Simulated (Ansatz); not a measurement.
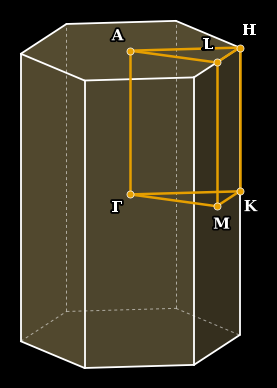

Crystal: Mo, the geometry relaxed with DFT, r2SCAN, plane waves (500 eV) with PAW, scalar-relativistic in Ansatz 0.2.0; the starting structure was generated, so it need not be a known form of this composition. The figure shows the first Brillouin zone with its special points and a band path. The drawing is computed from the coordinates (standard cell, symmetry found to 0.002 Å).

Labels and path follow the convention of Hinuma et al. (2017), as computed by seekpath.

Question: Which Bravais lattice has this zone?

Answer: A primitive hexagonal lattice (hP; extended symbol hP2). The zone is a hexagonal prism in its combinatorial type: 8 faces (6 with 4 edges, 2 with 6 edges), 18 edges, 12 vertices.

Question: In which order does the conventional band path visit the special points?

Answer: Γ–M–K–Γ–A–L–H–A | L–M | H–K
